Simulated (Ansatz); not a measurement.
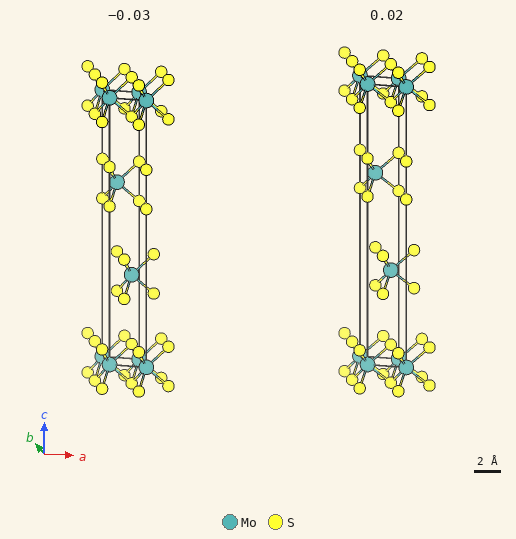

Solid MoS$_{2}$ (set up in R3m), under equal strain along all axes (cell held, atoms relaxed), with energies (extrapolated to zero smearing) counted from the relaxed crystal, which is the row at zero. The picture shows the first and the last member. Style: ball-and-stick. Shown: the cell of the calculation, slightly off an axis.

Computed with Ansatz 0.2.0: DFT PBE, scalar-relativistic, plane waves, PAW. (plane-wave cutoff 420 eV; k-point mesh 12 × 12 × 2; occupations gaussian; smearing width 0.02 eV; no spin polarisation; atoms relaxed in a fixed cell; force threshold 0.008 eV/Å)

```tsv
strain	energy (meV/atom)	a (Å)	c (Å)	band gap (eV)
−0.03	28.94	3.090	21.646	1.60
−0.02	12.58	3.121	21.869	1.67
−0.01	3.07	3.153	22.092	1.64
0.0	0.00	3.185	22.315	1.45
0.01	?	?	?	?
0.02	11.68	3.249	22.761	1.04
```

One row is withheld. What does the calculation give there?

Answer. A parabola through three neighbouring rows (−0.01, 0.0, 0.02) gives, with Lagrange weights, (−0.3333)(3.07) + (1.0000)(0.00) + (0.3333)(11.68) = 2.87 meV/atom. The calculation gives 2.99 meV/atom (a = 3.217 Å, c = 22.538 Å). The estimate is 0.12 meV/atom too low. For the gap a parabola through the rows −0.01, 0.0, 0.02 gives 1.25 eV, and the calculation 1.24 eV (semilocal gaps, lower than measured ones as a rule). From the first member to the last: Mo–S 2.393 → 2.428 Å.

The whole series:

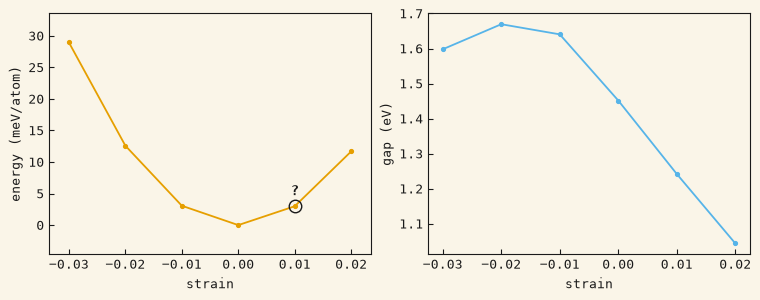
